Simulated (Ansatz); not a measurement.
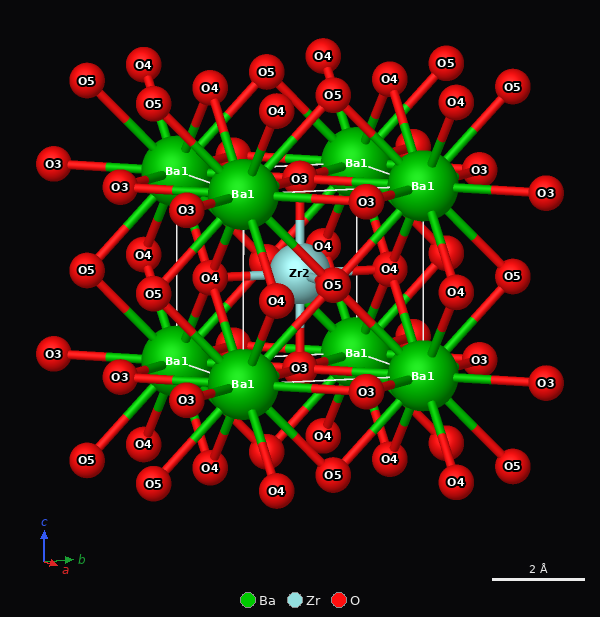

Reference structure: a crystal of BaZrO3 (built on the cubic perovskite type) at its r2SCAN-relaxed geometry. A ball-and-stick model of the cell of the calculation, seen slightly off an axis.

Method: DFT, r2SCAN with spin-orbit coupling, plane waves, PAW (Ansatz 0.2.0). (plane-wave cutoff 500 eV; k-point mesh 6 × 6 × 6; occupations fixed; spin-orbit)

Change: The cell is strained by +2.0 % along c and none across it (volume +2.0 %). The atoms were relaxed with r2SCAN under that strain, and this is a single point on that geometry.

### Predict the response.

The energy rises by 5.6 meV per atom. The pressure goes from 0.0 to −3.0 GPa. The principal stresses (compression positive) are −5.8 GPa along c and −1.7 GPa across it. All forces vanish by symmetry. Near-neighbour distances before and after: O–Zr 2.103 → 2.103 to 2.145 Å, Ba–O 2.974 → 2.974 to 3.004 Å. The space group (tolerance 0.01 Å) goes from Pm-3m (No. 221) to P4/mmm (No. 123).

The changed structure in the same view:

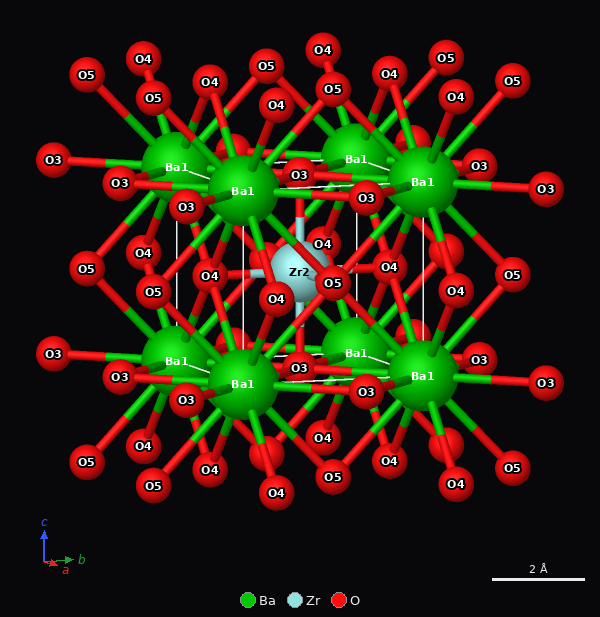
